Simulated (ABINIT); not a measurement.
## Single-point calculation of PtSe₂ (part 2 of 2)

The same run, continued: PtSe₂ (P-3m1, 3 atoms in the cell); Kohn-Sham DFT of a periodic cell, LDA, PseudoDojo NC SR LDA v0.4.1 standard, no spin polarisation (ABINIT 10.8.3); cutoff 1061.24 eV, 6×6×4 k-mesh, fermi-dirac of 0.05 eV. The structure derives from an entry of the Crystallography Open Database.

Geometry of the input (Å; fractional positions):
```
3.7240  0.0000  0.0000
-1.8620  3.2251  0.0000
0.0000  0.0000  5.0620
Pt 0.0000  0.0000  0.0000
Se 0.6667  0.3333  0.7500
Se 0.3333  0.6667  0.2500
```

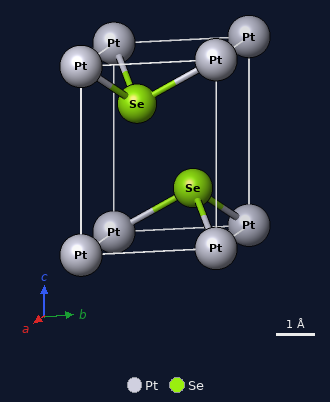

Fig. 1: The structure (ball-and-stick view of the cell of the calculation, seen slightly off an axis).

### Log, continued
```
  3.35E-16 1.12E-17 1.25E-17 6.16E-18 9.79E-18 4.01E-18 4.64E-18 1.64E-18
  4.36E-17 3.28E-17 2.99E-17 3.47E-17 4.80E-17 4.30E-17 9.12E-17 9.08E-17
  1.74E-16 1.16E-16 9.01E-17 2.16E-16 2.36E-16 3.39E-16 2.41E-16 1.65E-16
  1.85E-16 6.66E-16 1.54E-16 8.92E-14 1.84E-07 3.08E-10
   0.0000  0.0000  0.5000    1  5.23309E-06 kpt; spin; max resid(k); each band:
  3.35E-16 1.05E-17 2.12E-17 5.22E-18 3.68E-18 3.48E-18 1.61E-17 5.93E-18
  3.88E-17 3.74E-17 3.62E-17 3.45E-17 6.64E-17 3.36E-17 8.68E-17 7.30E-17
  1.38E-16 1.37E-16 2.27E-16 9.12E-17 6.82E-17 1.10E-16 2.44E-16 7.39E-17
  9.17E-17 5.29E-14 3.26E-14 2.50E-14 5.23E-06 2.28E-13
   0.1667  0.0000  0.5000    1  1.88835E-07 kpt; spin; max resid(k); each band:
  3.22E-16 1.56E-17 1.08E-17 5.99E-18 3.31E-18 7.56E-18 9.50E-18 2.67E-18
  3.33E-17 3.34E-17 3.27E-17 3.53E-17 5.57E-17 4.25E-17 9.24E-17 9.47E-17
  1.83E-16 1.24E-16 2.11E-16 1.37E-16 8.88E-17 1.83E-16 1.82E-16 1.17E-16
  3.01E-16 1.08E-15 2.96E-15 4.26E-14 1.13E-10 1.89E-07
   0.3333  0.0000  0.5000    1  3.47385E-09 kpt; spin; max resid(k); each band:
  3.18E-16 1.23E-17 1.25E-17 5.27E-18 2.91E-18 8.86E-18 8.26E-18 1.69E-18
  2.68E-17 2.75E-17 3.37E-17 3.77E-17 5.39E-17 5.45E-17 9.46E-17 9.14E-17
  1.37E-16 1.82E-16 8.81E-17 2.53E-16 1.05E-16 1.23E-16 2.91E-16 1.64E-16
  2.36E-16 5.04E-16 1.40E-16 3.09E-15 1.23E-14 3.47E-09
   0.5000  0.0000  0.5000    1  3.03832E-13 kpt; spin; max resid(k); each band:
  3.15E-16 1.08E-17 1.23E-17 5.09E-18 8.24E-18 2.93E-18 9.98E-18 1.23E-18
  2.47E-17 2.46E-17 3.83E-17 3.92E-17 4.67E-17 5.70E-17 9.15E-17 9.72E-17
  8.36E-17 8.11E-17 2.65E-16 2.38E-16 2.50E-16 4.29E-17 1.21E-16 1.21E-16
  1.86E-16 8.41E-17 1.69E-15 3.29E-14 9.33E-16 3.04E-13
   0.1667  0.1667  0.5000    1  2.23339E-05 kpt; spin; max resid(k); each band:
  3.18E-16 1.10E-17 1.46E-17 5.97E-18 5.20E-18 7.76E-18 6.19E-18 6.19E-18
  2.62E-17 3.27E-17 3.58E-17 3.59E-17 4.97E-17 4.33E-17 9.43E-17 1.00E-16
  2.36E-16 8.50E-17 1.88E-16 8.83E-17 2.47E-16 1.32E-16 2.28E-16 2.39E-16
  2.39E-16 2.76E-16 1.96E-16 2.63E-12 6.72E-13 2.23E-05
   0.3333  0.1667  0.5000    1  2.89612E-05 kpt; spin; max resid(k); each band:
  3.15E-16 1.18E-17 1.18E-17 5.38E-18 7.29E-18 4.64E-18 2.78E-18 7.12E-18
  2.56E-17 3.26E-17 3.44E-17 3.86E-17 5.22E-17 5.36E-17 9.23E-17 9.67E-17
  9.38E-17 1.69E-16 1.88E-16 2.13E-16 2.10E-16 3.65E-16 2.46E-16 1.84E-16
  2.40E-16 3.64E-16 5.31E-16 3.69E-12 2.74E-14 2.90E-05
   0.3333  0.3333  0.5000    1  5.10895E-05 kpt; spin; max resid(k); each band:
  3.11E-16 1.27E-17 1.28E-17 3.57E-18 8.01E-18 3.14E-18 2.54E-18 9.87E-19
  3.52E-17 3.65E-17 3.65E-17 1.87E-17 5.18E-17 5.36E-17 9.40E-17 9.41E-17
  8.37E-17 8.35E-17 7.94E-17 2.12E-16 2.12E-16 1.79E-16 3.24E-16 1.79E-16
  1.89E-16 5.39E-16 5.17E-16 2.03E-08 1.06E-14 5.11E-05
 reduced coordinates (array xred) for    3 atoms
       0.000000000000      0.000000000000      0.000000000000
       0.666666666667      0.333333333333      0.750000000000
       0.333333333333      0.666666666667      0.250000000000
 rms dE/dt=  1.6222E-02; max dE/dt=  3.4412E-02; dE/dt below (all hartree)
    1       0.000000000000      0.000000000000      0.000000000000
    2       0.000000000000      0.000000000000      0.034412426991
    3       0.000000000000     -0.000000000000     -0.034412426991

 cartesian coordinates (angstrom) at end:
    1      0.00000000000000     0.00000000000000     0.00000000000000
    2      1.86200000000000     1.07502620125040     3.79650000000000
    3     -0.00000000000000     2.15005240250080     1.26550000000000

 cartesian forces (hartree/bohr) at end:
    1      0.00000000000000    -0.00000000000000    -0.00000000000000
    2     -0.00000000000000    -0.00000000000000    -0.00359744609309
    3     -0.00000000000000     0.00000000000000     0.00359744609309
 frms,max,avg= 1.6958524E-03 3.5974461E-03   0.000E+00  0.000E+00  0.000E+00 h/b

 cartesian forces (eV/Angstrom) at end:
    1      0.00000000000000    -0.00000000000000    -0.00000000000000
    2     -0.00000000000000    -0.00000000000000    -0.18498811586657
    3     -0.00000000000000     0.00000000000000     0.18498811586657
 frms,max,avg= 8.7204234E-02 1.8498812E-01   0.000E+00  0.000E+00  0.000E+00 e/A
 length scales=  7.037340092881  7.037340092881  9.565793649345 bohr
              =  3.724000000000  3.724000000000  5.062000000000 angstroms
 Fermi (or HOMO) energy (eV) =   7.92737   Average Vxc (eV)= -11.87208
 Eigenvalues (   eV  ) for nkpt=  24  k points:
 kpt#   1, nband= 30, wtk=  0.00694, kpt=  0.0000  0.0000  0.0000 (reduced coord)
 -91.79080  -45.87198  -45.87198  -45.78074  -40.75541  -40.75541  -40.75319  -40.75319
 -40.73459  -40.73459  -40.72948  -40.72948  -40.72380  -40.72359   -7.80765   -4.99616
   0.74796    1.46775    1.46775    3.95829    3.95829    5.38995    6.88495    6.88495
   8.35238    9.39992    9.39992   11.46213   11.93707   15.22083
 kpt#   2, nband= 30, wtk=  0.04167, kpt=  0.1667  0.0000  0.0000 (reduced coord)
 -91.79076  -45.87444  -45.87272  -45.78059  -40.75522  -40.75502  -40.75383  -40.75334
 -40.73421  -40.73379  -40.73039  -40.72968  -40.72376  -40.72361   -7.50122   -5.12934
   1.10676    1.65752    1.69110    3.44446    3.77500    4.80685    6.17884    6.57167
   7.45621    9.23732    9.51656   12.81409   13.34786   14.82768
 kpt#   3, nband= 30, wtk=  0.04167, kpt=  0.3333  0.0000  0.0000 (reduced coord)
 -91.79068  -45.87931  -45.87412  -45.78030  -40.75506  -40.75465  -40.75405  -40.75358
 -40.73328  -40.73322  -40.73118  -40.73032  -40.72362  -40.72348   -6.72291   -5.44329
   1.38075    2.01374    2.19335    2.60455    3.73123    4.32447    5.41290    5.58443
   5.93259    8.97564   10.00997   12.54343   14.29963   15.36361
 kpt#   4, nband= 30, wtk=  0.02083, kpt=  0.5000  0.0000  0.0000 (reduced coord)
 -91.79063  -45.88174  -45.87481  -45.78013  -40.75557  -40.75436  -40.75378  -40.75361
 -40.73390  -40.73254  -40.73075  -40.73064  -40.72359  -40.72335   -5.96100   -5.88496
   0.58470    2.12907    2.62783    3.70232    4.21811    4.40616    4.48083    4.55254
   4.96728    8.57930   10.29277   12.68393   13.69557   14.94845
 kpt#   5, nband= 30, wtk=  0.04167, kpt=  0.1667  0.1667  0.0000 (reduced coord)
 -91.79070  -45.87768  -45.87418  -45.78036  -40.75496  -40.75458  -40.75429  -40.75354
 -40.73395  -40.73253  -40.73162  -40.72996  -40.72355  -40.72354   -6.95668   -5.33893
   1.67172    1.93245    2.00765    2.64609    3.23644    4.47333    5.40714    5.72325
   7.49952    8.56681    9.52600   12.99528   14.43197   15.48099
 kpt#   6, nband= 30, wtk=  0.08333, kpt=  0.3333  0.1667  0.0000 (reduced coord)
 -91.79063  -45.88057  -45.87598  -45.78012  -40.75536  -40.75461  -40.75402  -40.75328
 -40.73450  -40.73205  -40.73135  -40.73002  -40.72348  -40.72339   -6.18030   -5.64296
   0.99093    1.90765    2.53510    2.85208    3.33228    4.52805    4.73220    5.11327
   6.50850    8.35177    9.07247   12.36189   14.59835   15.48278
 kpt#   7, nband= 30, wtk=  0.01389, kpt=  0.3333  0.3333  0.0000 (reduced coord)
 -91.79061  -45.87906  -45.87906  -45.78006  -40.75530  -40.75455  -40.75455  -40.75288
 -40.73520  -40.73158  -40.73158  -40.72962  -40.72343  -40.72343   -5.79799   -5.79799
   0.98862    1.81279    1.81279    3.20053    3.20053    4.19762    5.26307    6.13584
   6.13584    7.92672    7.92672   11.93768   15.48260   16.68095
 kpt#   8, nband= 30, wtk=  0.01389, kpt=  0.0000  0.0000  0.2500 (reduced coord)
 -91.79080  -45.87202  -45.87202  -45.78071  -40.75546  -40.75546  -40.75325  -40.75325
 -40.73408  -40.73408  -40.72995  -40.72995  -40.72394  -40.72340   -7.58522   -5.49890
   1.49375    1.49375    1.51871    3.94198    3.94198    5.31036    6.65050    6.65050
   7.14460    9.81764    9.81764   11.94396   13.14427   15.01223
 kpt#   9, nband= 30, wtk=  0.04167, kpt=  0.1667  0.0000  0.2500 (reduced coord)
 -91.79076  -45.87444  -45.87270  -45.78056  -40.75513  -40.75503  -40.75378  -40.75340
 -40.73365  -40.73326  -40.73063  -40.73050  -40.72376  -40.72339   -7.28249   -5.54478
   1.22544    1.71298    2.10420    3.48974    3.69621    4.91986    5.92018    6.37290
   7.05035    9.02608   10.01790   13.27542   13.96884   14.74362
 kpt#  10, nband= 30, wtk=  0.04167, kpt=  0.3333  0.0000  0.2500 (reduced coord)
 -91.79068  -45.87932  -45.87413  -45.78030  -40.75489  -40.75466  -40.75427  -40.75361
 -40.73275  -40.73216  -40.73188  -40.73138  -40.72354  -40.72339   -6.50050   -5.72475
   1.33536    2.01473    2.02275    3.05734    3.66753    4.58148    4.92318    5.64936
   5.71183    9.77042    9.89190   12.37250   13.89538   16.25512
 kpt#  11, nband= 30, wtk=  0.04167, kpt=  0.5000  0.0000  0.2500 (reduced coord)
 -91.79063  -45.88176  -45.87482  -45.78016  -40.75548  -40.75459  -40.75378  -40.75362
 -40.73369  -40.73259  -40.73117  -40.73070  -40.72343  -40.72339   -6.04966   -5.73814
   0.42703    2.01845    2.25790    3.31213    4.37924    4.46339    4.68999    4.75060
   5.69530    9.31038    9.57308   11.82499   13.08953   16.53847
 kpt#  12, nband= 30, wtk=  0.04167, kpt= -0.3333  0.0000  0.2500 (reduced coord)
 -91.79068  -45.87932  -45.87413  -45.78030  -40.75504  -40.75492  -40.75410  -40.75349
 -40.73345  -40.73325  -40.73132  -40.72996  -40.72353  -40.72347   -6.62321   -5.52245
   0.87301    1.75624    1.90007    3.20329    3.85329    4.42112    5.79484    5.91963
   7.15400    7.96227    9.16124   11.89146   13.19184   16.57845
 kpt#  13, nband= 30, wtk=  0.04167, kpt= -0.1667  0.0000  0.2500 (reduced coord)
 -91.79076  -45.87444  -45.87270  -45.78056  -40.75528  -40.75494  -40.75387  -40.75328
 -40.73403  -40.73302  -40.73120  -40.72972  -40.72378  -40.72339   -7.29604   -5.51151
   1.13213    1.63124    2.17706    3.28988    3.78960    4.77440    6.07474    6.87270
   7.93189    8.76124    8.96418   12.42037   13.36164   15.71092
 kpt#  14, nband= 30, wtk=  0.08333, kpt=  0.1667  0.1667  0.2500 (reduced coord)
 -91.79070  -45.87767  -45.87416  -45.78034  -40.75501  -40.75453  -40.75422  -40.75356
 -40.73340  -40.73251  -40.73168  -40.73032  -40.72357  -40.72339   -6.77477   -5.58609
   1.28583    1.75399    2.29735    2.94076    3.32833    4.54002    5.71214    6.00791
   6.80858    8.53132    9.55867   13.02795   14.55209   15.15436
 kpt#  15, nband= 30, wtk=  0.08333, kpt=  0.3333  0.1667  0.2500 (reduced coord)
 -91.79063  -45.88057  -45.87598  -45.78015  -40.75523  -40.75461  -40.75393  -40.75346
 -40.73388  -40.73197  -40.73159  -40.73074  -40.72341  -40.72334   -6.01940   -5.78973
   0.95274    1.80682    2.44860    2.89976    3.33736    4.48731    4.57605    5.46489
   6.05477    8.63112    9.74058   12.91544   14.32998   15.62476
 kpt#  16, nband= 30, wtk=  0.08333, kpt=  0.5000  0.1667  0.2500 (reduced coord)
 -91.79063  -45.88057  -45.87598  -45.78015  -40.75526  -40.75470  -40.75392  -40.75340
 -40.73405  -40.73248  -40.73117  -40.73042  -40.72339  -40.72338   -6.15772   -5.61887
   0.79597    1.61641    2.29528    3.26073    3.45074    4.53177    4.85754    5.07292
   6.65606    8.26814    9.39063   12.74019   14.21957   15.33944
 kpt#  17, nband= 30, wtk=  0.02778, kpt=  0.3333  0.3333  0.2500 (reduced coord)
 -91.79061  -45.87904  -45.87904  -45.78010  -40.75499  -40.75449  -40.75449  -40.75306
 -40.73448  -40.73171  -40.73171  -40.73041  -40.72334  -40.72334   -5.78431   -5.78431
   1.24618    1.62839    1.62839    3.32432    3.32432    4.15960    4.60612    5.71992
   5.71992    8.91803    8.91803   13.07546   15.46985   16.22752
 kpt#  18, nband= 30, wtk=  0.00694, kpt=  0.0000  0.0000  0.5000 (reduced coord)
 -91.79080  -45.87202  -45.87202  -45.78074  -40.75538  -40.75538  -40.75329  -40.75329
 -40.73321  -40.73321  -40.73089  -40.73089  -40.72398  -40.72339   -7.23263   -6.09010
   1.52027    1.52027    2.52109    3.92741    3.92741    4.94616    6.22558    6.44945
   6.44945   10.24687   10.24687   12.67334   14.15492   14.70777
 kpt#  19, nband= 30, wtk=  0.04167, kpt=  0.1667  0.0000  0.5000 (reduced coord)
 -91.79076  -45.87443  -45.87269  -45.78056  -40.75513  -40.75502  -40.75382  -40.75332
 -40.73296  -40.73276  -40.73139  -40.73081  -40.72376  -40.72333   -6.94228   -6.04436
   1.25818    1.68423    2.55392    3.42081    3.71689    4.83797    5.77803    6.59107
   7.45201    8.63826    9.50670   12.75074   14.11512   15.29391
 kpt#  20, nband= 30, wtk=  0.04167, kpt=  0.3333  0.0000  0.5000 (reduced coord)
 -91.79067  -45.87931  -45.87410  -45.78027  -40.75488  -40.75483  -40.75424  -40.75348
 -40.73269  -40.73258  -40.73194  -40.73067  -40.72346  -40.72331   -6.30194   -5.90563
   0.93288    1.63766    1.90658    3.43173    3.79414    4.56196    5.36033    6.07789
   6.77480    8.77698    8.93432   12.15520   13.33868   16.07314
 kpt#  21, nband= 30, wtk=  0.02083, kpt=  0.5000  0.0000  0.5000 (reduced coord)
 -91.79064  -45.88181  -45.87484  -45.78018  -40.75540  -40.75482  -40.75397  -40.75353
 -40.73334  -40.73254  -40.73184  -40.73069  -40.72335  -40.72332   -6.08463   -5.64309
   0.25252    1.92365    2.06117    3.01909    4.43120    4.46629    4.74558    5.10825
   6.57501    8.92451    9.42464   12.44128   12.60522   15.09679
 kpt#  22, nband= 30, wtk=  0.04167, kpt=  0.1667  0.1667  0.5000 (reduced coord)
 -91.79070  -45.87768  -45.87417  -45.78037  -40.75509  -40.75442  -40.75429  -40.75356
 -40.73283  -40.73231  -40.73209  -40.73091  -40.72354  -40.72331   -6.45300   -5.97265
   1.15543    1.58340    2.38251    3.08725    3.46621    4.60009    6.12268    6.37622
   6.45492    8.12404    9.33089   13.21060   14.01152   15.92677
 kpt#  23, nband= 30, wtk=  0.08333, kpt=  0.3333  0.1667  0.5000 (reduced coord)
 -91.79063  -45.88056  -45.87597  -45.78016  -40.75513  -40.75463  -40.75382  -40.75365
 -40.73313  -40.73233  -40.73179  -40.73108  -40.72329  -40.72324   -5.99102   -5.77165
   0.74731    1.51458    2.35468    3.19094    3.45399    4.52226    4.64227    5.47829
   5.95824    9.27932    9.68486   13.11142   13.77632   15.90802
 kpt#  24, nband= 30, wtk=  0.01389, kpt=  0.3333  0.3333  0.5000 (reduced coord)
 -91.79061  -45.87904  -45.87904  -45.78006  -40.75478  -40.75450  -40.75450  -40.75330
 -40.73312  -40.73176  -40.73176  -40.73164  -40.72319  -40.72319   -5.77048   -5.77048
   1.46822    1.46822    1.60860    3.42629    3.42629    3.73850    4.31099    5.46429
   5.46429    9.93625    9.93625   14.41957   15.17506   15.17768
 Total charge density [el/Bohr^3]
)     Maximum=    2.4464E+00  at reduced coord.    0.7500    0.3750    0.7037
)Next maximum=    2.4464E+00  at reduced coord.    0.6250    0.3750    0.7037
)     Minimum=    2.9890E-03  at reduced coord.    0.0000    0.0000    0.5000
)Next minimum=    3.0216E-03  at reduced coord.    0.0250    0.0000    0.5000
   Integrated=    5.0000E+01

--- !EnergyTerms
iteration_state     : {dtset: 1, }
comment             : Components of total free energy in Hartree
kinetic             :  1.94021556557454E+02
hartree             :  9.86681333038716E+01
xc                  : -7.13932710105476E+01
Ewald energy        : -2.18950086029489E+02
psp_core            :  1.01502711348114E+01
local_psp           : -2.91524703134816E+02
non_local_psp       : -9.40668684390336E+01
internal            : -3.73094967617749E+02
'-kT*entropy'       : -2.92453818102896E-04
total_energy        : -3.73095260071567E+02
total_energy_eV     : -1.01524392283521E+04
band_energy         : -4.52032989426239E+01
...

 Cartesian components of stress tensor (hartree/bohr^3)
  sigma(1 1)=  2.62080399E-05  sigma(3 2)=  0.00000000E+00
  sigma(2 2)=  2.62080390E-05  sigma(3 1)=  0.00000000E+00
  sigma(3 3)=  6.57291375E-05  sigma(2 1)=  0.00000000E+00

-Cartesian components of stress tensor (GPa)         [Pressure= -1.1587E+00 GPa]
- sigma(1 1)=  7.71067155E-01  sigma(3 2)=  0.00000000E+00
- sigma(2 2)=  7.71067128E-01  sigma(3 1)=  0.00000000E+00
- sigma(3 3)=  1.93381799E+00  sigma(2 1)=  0.00000000E+00

== END DATASET(S) ==============================================================
================================================================================

 -outvars: echo values of variables after computation  --------
            acell      7.0373400929E+00  7.0373400929E+00  9.5657936493E+00 Bohr
           etotal     -3.7309526007E+02
            fcart      8.1626150415E-28 -4.7126879914E-28 -0.0000000000E+00
                      -4.0813075207E-28 -1.1781719978E-27 -3.5974460931E-03
                      -4.0813075207E-28  1.6494407970E-27  3.5974460931E-03
            rprim      1.0000000000E+00  0.0000000000E+00  0.0000000000E+00
                      -5.0000000000E-01  8.6602540380E-01  0.0000000000E+00
                       0.0000000000E+00  0.0000000000E+00  1.0000000000E+00
           strten      2.6208039892E-05  2.6208039002E-05  6.5729137476E-05
                       0.0000000000E+00  0.0000000000E+00  0.0000000000E+00
           xangst      0.0000000000E+00  0.0000000000E+00  0.0000000000E+00
                       1.8620000000E+00  1.0750262013E+00  3.7965000000E+00
                      -4.7130603527E-17  2.1500524025E+00  1.2655000000E+00
             xred      0.0000000000E+00  0.0000000000E+00  0.0000000000E+00
                       6.6666666667E-01  3.3333333333E-01  7.5000000000E-01
                       3.3333333333E-01  6.6666666667E-01  2.5000000000E-01
 Calculation completed.
```

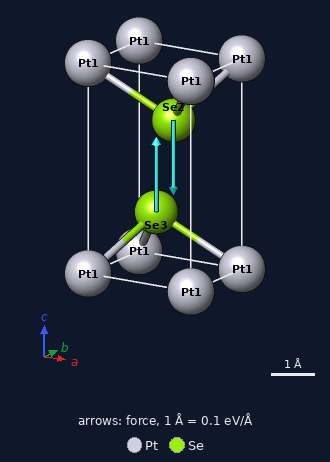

Fig. 2: Forces on the atoms as teal arrows (ball-and-stick view of the cell of the calculation, seen slightly off an axis; atoms are numbered from 1 in the order of the input). The largest act on Se2, Se3 (0.18 eV/Å). The geometry is not a stationary point of this energy.

### Summary

| quantity | value |
| --- | --- |
| outcome | converged |
| space group (tolerance 0.01 Å) | P-3m1 (164) |
| electrons treated | 50 |
| free energy | −10152.4392 eV |
| Fermi energy | 7.927 eV |
| gap on the k-point mesh | none (metallic) |
| pressure | −1.16 GPa |
| largest force (length of the vector) | 0.185 eV/Å |
| wall time | 41 s (CPU time 2.7 min) |
| peak memory | 0.32 GiB |

### Remarks

Spin–orbit coupling is left out, which matters for Pt.
